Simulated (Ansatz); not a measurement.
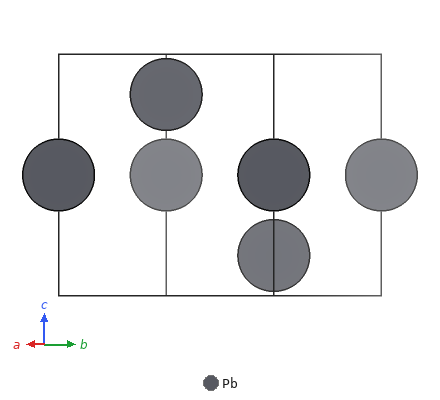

Pb (R-3m, No. 166): the geometry relaxed with Ansatz, DFT PBEsol, scalar-relativistic, plane waves, PAW; the starting structure was generated, so it need not be a known form of this composition.

Space group R-3m:H (No. 166). a = 4.631 Å, b = 4.631 Å, c = 5.197 Å, α = 90.00°, β = 90.00°, γ = 120.00°
```json
{"atom": "Pb", "site": "3b", "symmetry": "-3m", "x": "0.0000", "y": "0.0000", "z": "0.5000"}
```

What will a Z-contrast image along [210] show? Simulated incoherent Z contrast: every atom adds Z^1.8 spread by a probe of 1.14 Å full width; channelling and multiple scattering are left out. The display is stretched by a gamma of 0.65; percentages refer to the linear signal. Shot noise was added.

Answer. The columns repeat on a rectangular net of 1.73 × 2.32 Å (plane group p2mm). All columns are alike (Pb). The shortest distance between visible columns is 1.73 Å in projection. Along the beam the structure repeats every 8.02 Å.

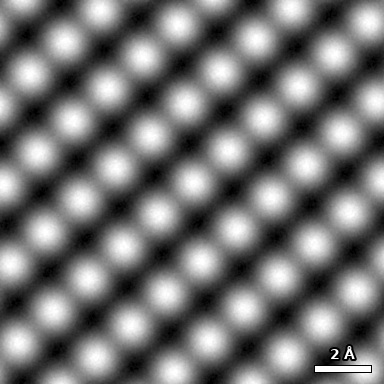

The simulated image.
